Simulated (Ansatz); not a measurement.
A series of calculations on Ti$_{12}$H

Part 1: Relaxation

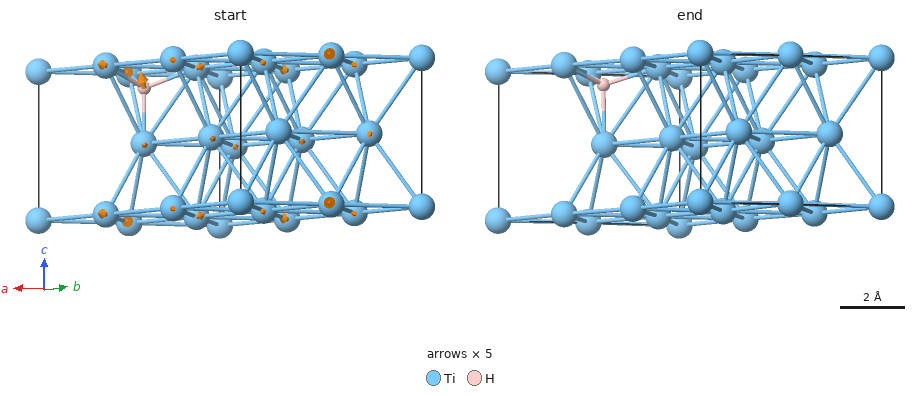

The structure of a defect cell of composition Ti12H before (left) and after (right) a relaxation, at one scale. The orange arrows give the displacements, magnified 5 times.

Style: ball-and-stick. Shown: the cell of the calculation, from a free direction.

It is an interstitial H in hcp Ti. The run prepares the start of a later molecular dynamics calculation, from a guessed geometry.

These are results of DFT PBE-D3(BJ), scalar-relativistic, plane waves, PAW in Ansatz 0.2.0, not measurements.

Input file:
```yaml
accuracy: low
crystal:
  lattice:
    - [5.9, 0.0, 0.0]
    - [-4.425, 7.664325, 0.0]
    - [0.0, 0.0, 4.6846]
  atoms:
    - { symbol: Ti, position: [0.0, 0.0, 0.0] }
    - { symbol: Ti, position: [0.1666667, 0.2222222, 0.5] }
    - { symbol: Ti, position: [0.0, 0.3333333, 0.0] }
    - { symbol: Ti, position: [0.1666667, 0.5555556, 0.5] }
    - { symbol: Ti, position: [0.0, 0.6666667, 0.0] }
    - { symbol: Ti, position: [0.1666667, 0.8888889, 0.5] }
    - { symbol: Ti, position: [0.5, 0.0, 0.0] }
    - { symbol: Ti, position: [0.6666667, 0.2222222, 0.5] }
    - { symbol: Ti, position: [0.5, 0.3333333, 0.0] }
    - { symbol: Ti, position: [0.6666667, 0.5555556, 0.5] }
    - { symbol: Ti, position: [0.5, 0.6666667, 0.0] }
    - { symbol: Ti, position: [0.6666667, 0.8888889, 0.5] }
    - { symbol: H, position: [0.6550716, 0.2134186, 0.8745314] }
basis:
  ecutwfc: 420.0
kpoints:
  mp_grid: { grid: [2, 2, 2] }
hamiltonian:
  xc: pbe
  dispersion: d3bj
scf:
  occupations: { method: fermi_dirac, width: 0.1 }
  lower_state_search: "off"
relax:
  f_tol: 0.08
  max_steps: 25
  adjacent_minimum: "off"
```

Run as
```bash
ansatz run input.yaml --threads 1 --pin off --max-ram 3072MiB --backend cpu --events-out ev --progress --plain --runs-dir out
```

> Describe what moved and what it gained.

The largest move is that of H13, 0.11 Å roughly along [2 1 3]. Largest moves by element: H 0.11 Å, Ti 0.11 Å. The cell doesn't change. Some distances before and after: Ti3–Ti7 2.950 → 3.100 Å, Ti7–Ti9 2.950 → 3.088 Å, Ti8–H13 1.756 → 1.883 Å, Ti7–H13 1.738 → 1.854 Å. Among the angles between lasting bonds that change: Ti3–H13–Ti9 107.0° → 111.8°, Ti7–H13–Ti8 111.9° → 107.4°, Ti8–H13–Ti9 108.6° → 104.8°. After 3 geometry steps the energy has fallen by 0.165 eV per cell of the calculation. Largest force component: 1.2 eV/Å at the start, 0.027 eV/Å at the end. Cost: 22 s on 1 thread of Arm Neoverse V2 (shared host), peak memory 0.5 GiB.

Limits of the set-up: the k-point mesh is coarse for a cell with partly filled bands; the program's low-accuracy preset was used; the periodic images lie only 4.7 Å apart, so the values are limited by the cell's size.

Part 2: Dynamics

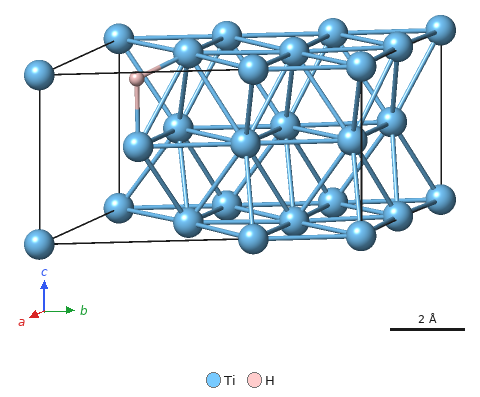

Starting frame of a dynamics run of Ti with an interstitial H (13 atoms in the cell). A ball-and-stick model of the simulation cell, seen slightly off an axis. Bonds to atoms that aren't drawn are left out.

Theory: DFT PBE-D3(BJ), scalar-relativistic, plane waves, PAW in Ansatz 0.2.0.

Input
```yaml
accuracy: low
crystal:
  lattice:
    - [5.9, 0.0, 0.0]
    - [-4.425, 7.664325, 0.0]
    - [0.0, 0.0, 4.6846]
  atoms:
    - { symbol: Ti, position: [0.00151706, -0.00088721, 0.00016225] }
    - { symbol: Ti, position: [0.16587223, 0.22458563, 0.49542302] }
    - { symbol: Ti, position: [0.01435494, 0.33774696, 0.00122993] }
    - { symbol: Ti, position: [0.16803705, 0.55717416, 0.49257515] }
    - { symbol: Ti, position: [-0.00288344, 0.66311046, -0.00234901] }
    - { symbol: Ti, position: [0.16149021, 0.886659, 0.49861645] }
    - { symbol: Ti, position: [0.49003755, -0.01319643, 0.00736867] }
    - { symbol: Ti, position: [0.66482075, 0.22302095, 0.49364454] }
    - { symbol: Ti, position: [0.49442727, 0.33712828, 0.00360504] }
    - { symbol: Ti, position: [0.6620578, 0.55569338, 0.49512044] }
    - { symbol: Ti, position: [0.50515032, 0.66820324, -0.00438166] }
    - { symbol: Ti, position: [0.66490698, 0.8886498, 0.49795404] }
    - { symbol: H, position: [0.66528308, 0.21886379, 0.89556255] }
basis:
  ecutwfc: 420.0
kpoints:
  mp_grid: { grid: [2, 2, 2] }
hamiltonian:
  xc: pbe
  dispersion: d3bj
scf:
  occupations: { method: fermi_dirac, width: 0.1 }
  lower_state_search: "off"
md:
  timestep: 0.5
  n_steps: 150
  ensemble: nve
  temperature: 1200.0
  initial_velocities: maxwell_boltzmann
  seed: 248227
```

Command:
```bash
ansatz run input.yaml --threads 1 --pin off --max-ram 3072MiB --backend cpu --events-out ev --progress --plain --runs-dir out
```

### What does the trajectory do?

Over the second half the temperature averages 416 K (spread ±174 K). The first frame carries almost no forces, so kinetic energy first flows into potential energy: the temperature drops from 1200 to 167 K within 40 fs, and without a thermostat its mean stays below the start. The potential energy is still drifting at the end, so the run hasn't reached equilibrium. The potential energy in the second half lies on average 93.5 meV per atom above the first frame. Root-mean-square distances from the starting positions over the second half, with the common drift of all atoms taken out: Ti 0.22 Å, H 0.21 Å. The run lasts only 75 fs, too short to tell vibration from diffusion.

Along the run (each row but the first and the last is the mean over the interval that it begins):

| time (fs) | potential energy (meV/atom) | T (K) |
| --- | --- | --- |
| 0.0 | 0.0 | 1200 |
| 12.5 | 57.0 | 722 |
| 25.0 | 101.6 | 349 |
| 37.5 | 116.5 | 223 |
| 50.0 | 96.4 | 392 |
| 62.5 | 69.1 | 621 |
| 75.0 | 57.8 | 716 |

The paths of the atoms, magnified 2 times:

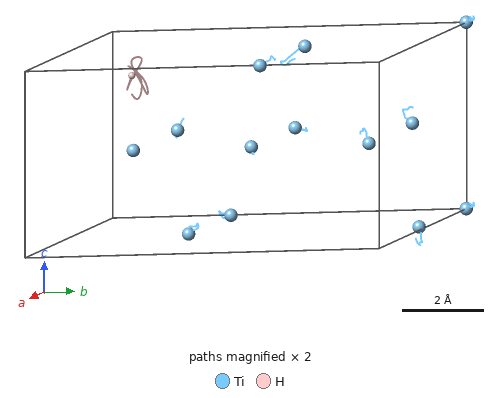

Limits of the set-up: the k-point mesh is coarse for a cell with partly filled bands; the program's low-accuracy preset was used; the periodic images lie only 4.7 Å apart, so the values are limited by the cell's size.

The run took 10 min on 1 thread of Arm Neoverse V2, with other jobs on the host, peak memory 0.57 GiB.

Part 3: Dynamics

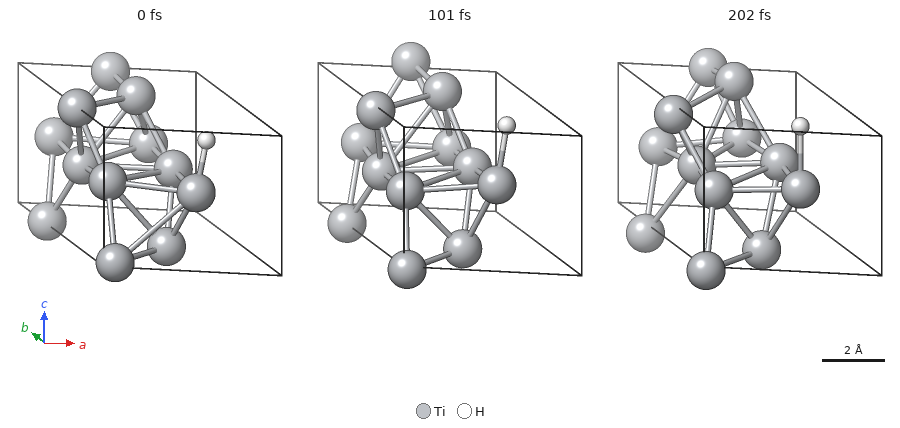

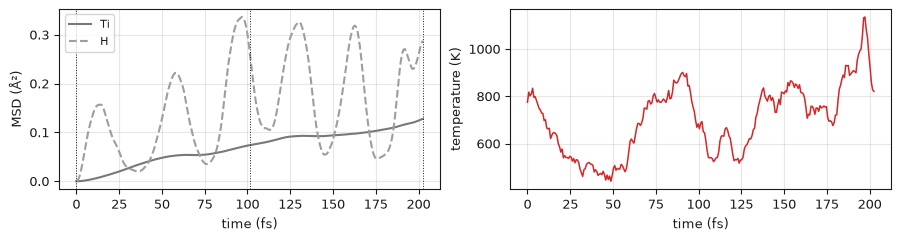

Molecular dynamics of Ti with an interstitial H (13 atoms in the cell), 202 fs long. It starts from the last geometry of an earlier run, with fresh velocities. Frames and the history of the run. The picture is a ball-and-stick view of the simulation cell, seen slightly off an axis. Bonds to atoms that aren't drawn are left out.

Theory: Ansatz, DFT PBE-D3(BJ), scalar-relativistic, plane waves, PAW. Set-up: plane-wave cutoff 420 eV; k-point mesh 2 × 2 × 2; Fermi-Dirac smearing 0.1 eV; low-accuracy preset; Langevin thermostat (NVT); set temperature 840 K; time step 0.75 fs; friction 0.005 per fs.

### What happens in this trajectory?

The mean temperature in the second half is 751 K (standard deviation 138 K). The potential energy in the second half lies on average 31.7 meV per atom above the first frame. In the second half of the run the atoms are, in the root-mean-square, this far from where they began (common drift taken out): H 0.42 Å, Ti 0.31 Å. That is small against the typical shortest distance between atoms in the first frame, about 2.7 Å: the atoms vibrate about their sites and the arrangement holds.

Limits of the set-up: the k-point mesh is coarse for a cell with partly filled bands; the program's low-accuracy preset was used; the periodic images lie only 4.7 Å apart, so the values are limited by the cell's size.

Cost: 21 min on 1 thread of Arm Neoverse V2 (shared host), peak memory 0.66 GiB.
